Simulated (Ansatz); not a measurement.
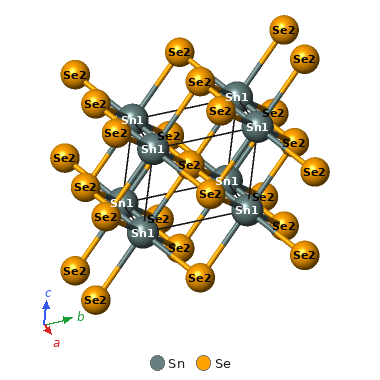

The system is SnSe (Fm-3m, No. 225; 2 atoms in the cell); the picture shows the reference structure. The cell is strained homogeneously, by one strain along x and y and another along z, with fractional coordinates fixed (x, y and z along the cube axes). First axis: strain along x and y. Second axis: strain along z. The grid has 5 × 5 points. Points are written as (first, second). Energies: meV/atom, counted from the lowest grid point. Theory: Ansatz, DFT PBE+D3(BJ), scalar-relativistic, plane waves, PAW. Settings: cutoff 420 eV, k-mesh 10×10×10, gaussian smearing 0.05 eV, no spin polarisation.

Its coordinates:

```yaml
crystal:
  lattice:
    - [0.00000, 2.98877, 2.98877]
    - [2.98877, 0.00000, 2.98877]
    - [2.98877, 2.98877, 0.00000]
  atoms:
    - { symbol: Sn, position: [0.00000, 0.00000, 0.00000] }
    - { symbol: Se, position: [0.50000, 0.50000, 0.50000] }
```

Range: strain along x and y from −3.0 to 3.0 %; strain along z from −3.0 to 3.0 %.

What landscape does the calculation give?

Answer. The lowest grid point is at (0.0 %, 0.0 %). It is the only kind of minimum in the scanned range. The highest grid point, (−3.0 %, −3.0 %), lies 39.6 meV/atom above the lowest. Round the minimum the two coordinates are weakly coupled (coupling 0.08 in units of the two stiffnesses).

```csv
"strain along z ↓, strain along x and y →",−3.0,−1.5,0.0,1.5,3.0
3.0,32.2,14.2,9.6,16.4,32.0
1.5,26.5,7.8,2.6,8.7,24.2
0.0,25.2,5.9,0.0,5.5,20.4
−1.5,29.2,9.3,2.8,7.6,21.9
−3.0,39.6,19.2,12.0,16.2,29.8
```

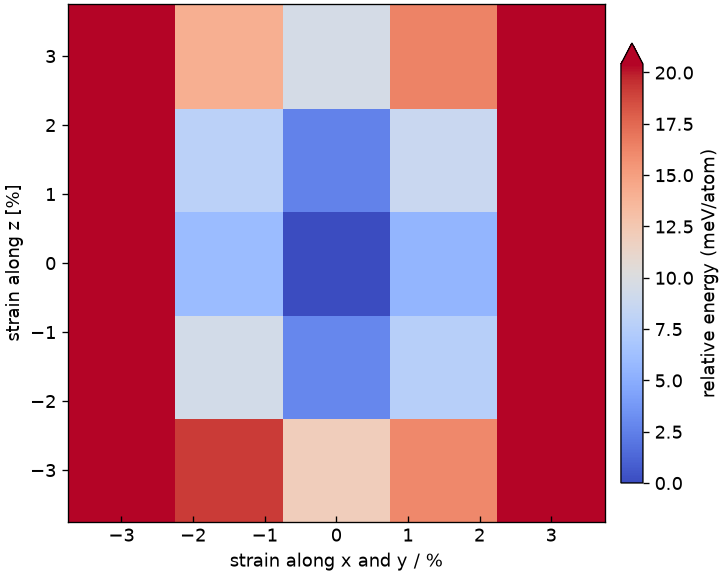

In the figure: one coloured cell a grid point, one colour for all values above the top of the scale.
